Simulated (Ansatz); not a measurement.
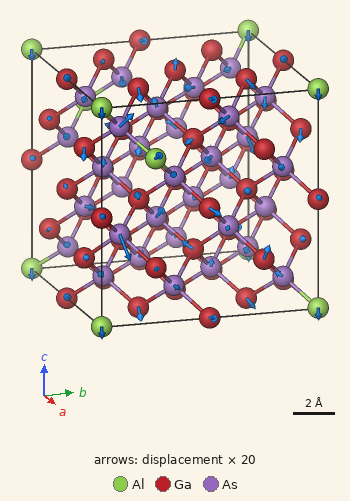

A relaxation of solid Al2Ga30As32 (a generated structure, set up in P1). The starting structure is drawn; blue arrows show the displacements, 20 times their true length.

Style: ball-and-stick. Shown: the cell of the calculation, slightly off an axis.

Computed with DFT, PBEsol, PAW, plane waves in Ansatz. Set-up: plane-wave cutoff 420 eV; k-point mesh 1 × 1 × 1; mesh shifted by (0.25, 0.25, 0.25); no spin polarisation; cell relaxed at fixed shape; force threshold 0.03 eV/Å; at most 80 steps.

What happened in the run?

An As atom moves most: 0.073 Å roughly along [1 1 −3]. Largest moves by element: As 0.073 Å, Ga 0.071 Å, Al 0.040 Å. The lattice vectors keep their values. Near-neighbour distances that change, for instance: As–Ga 2.522 → 2.452 Å, As–Ga 2.385 → 2.450 Å, Al–As 2.509 → 2.453 Å, Al–As 2.407 → 2.453 Å. Among the angles between lasting bonds that change: Ga–As–Ga 113.1° → 109.7°, Ga–As–Ga 112.5° → 109.4°, As–Ga–As 106.4° → 109.5°. The space group stays P1 (No. 1). The energy falls by 6.0 meV per atom in 3 geometry steps. The largest force component goes from 0.81 to 0.011 eV/Å. Pressure: 0.05 GPa at the start and 0.00 GPa at the end.
